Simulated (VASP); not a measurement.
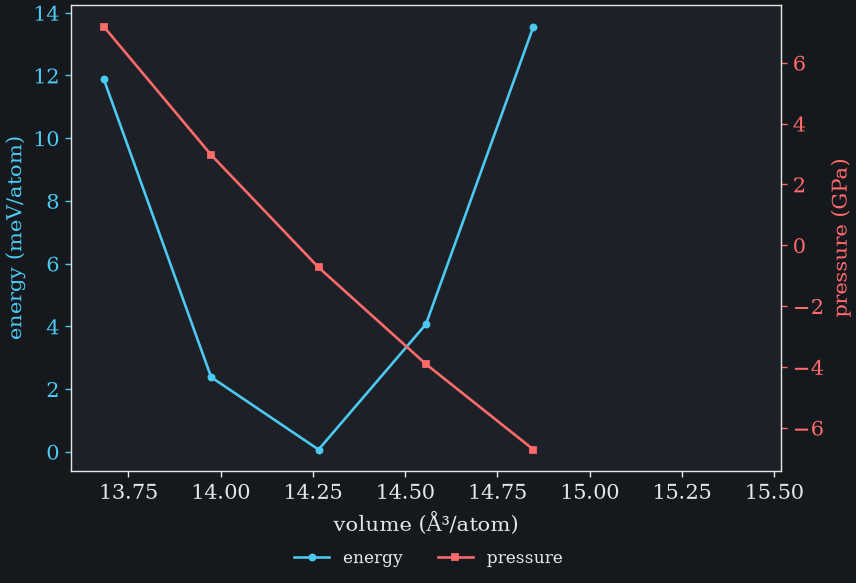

Plotted: energy and pressure against volume for CuAu, space group P4/mmm (No. 123).

Structure:
```xyz
2
Lattice="2.8107 0.0000 0.0000 0.0000 2.8107 0.0000 0.0000 0.0000 3.6850" Properties=species:S:1:pos:R:3 pbc="T T T"
Au    0.0000    0.0000    0.0000
Cu    1.4054    1.4054    1.8425
```

How it was computed, with VASP 6.6.1: plane-wave DFT, no spin polarisation; energies at scaled volumes of the given cell, shape and fractions fixed, counted from the fit's minimum, third-order Birch-Murnaghan fit. Level: PBEsol.

k mesh 9×9×7; occupations Fermi–Dirac; smearing width 0.05 eV; potentials VASP PAW PBE potentials, recommended; wave cutoff 520 eV.

The points at volume 15.14 Å³/atom and 15.43 Å³/atom are left out of the plot. What values does the calculation give there?

```tsv
volume (Å³/atom)	energy (meV/atom)	pressure (GPa)
15.14	27.88	-9.20
15.43	46.37	-11.32
```

Limits of the calculation: spin-orbit coupling left out, heavy elements; shape and atomic fractions are frozen while scaling, which makes layered, chain and framework solids too stiff.
